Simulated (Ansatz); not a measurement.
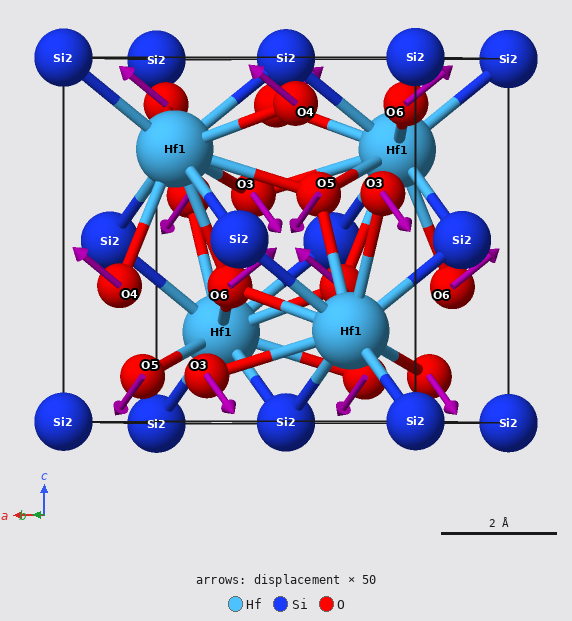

A relaxation of crystalline HfSiO4 (built on the NdInCu4-216 type type). The starting structure is drawn; purple arrows show the displacements (the part carried along by the change of the cell is left out), 50 times their true length.

A ball-and-stick model of the conventional cell (4 times the calculation's cell), seen from a free direction. Lengths and directions refer to the drawn axes.

Theory: DFT, PBEsol, plane waves, PAW (Ansatz 0.2.0). Set-up: plane-wave cutoff 420 eV; k-point mesh 6 × 6 × 6; occupations fermi dirac; smearing width 0.03 eV; no spin polarisation; cell and atoms relaxed; force threshold 0.01 eV/Å; at most 120 steps.

> What happened in the run?

The energy falls by 24.2 meV per atom in 4 accepted moves (6 points after the start). Largest force component: 0.29 eV/Å at the start, 0.00078 eV/Å at the end. The pressure goes from −9.57 to −0.02 GPa. At 2 points the geometry stayed and the basis and grid were re-selected for the new cell (energy shift of 2.1 meV per atom at most each time). The largest moves relative to the cell, 0.023 Å, are those of O3, O4, O5 and O6. O5 goes along [1 −1 −1]. Si and Hf stay in place. The drawn cell changes as follows: a = b = c 6.351 → 6.224 Å (−2.0 %); the volume changes by −5.9 %. Near-neighbour distances that change, for instance: Hf1–O3 2.635 → 2.578 Å, Hf1–Si2 2.750 → 2.695 Å. The space group stays F-43m (No. 216). The run took 9.5 s on 2 threads of AMD EPYC 7R13 Processor (Zen 3) (shared host), peak memory 0.61 GiB.
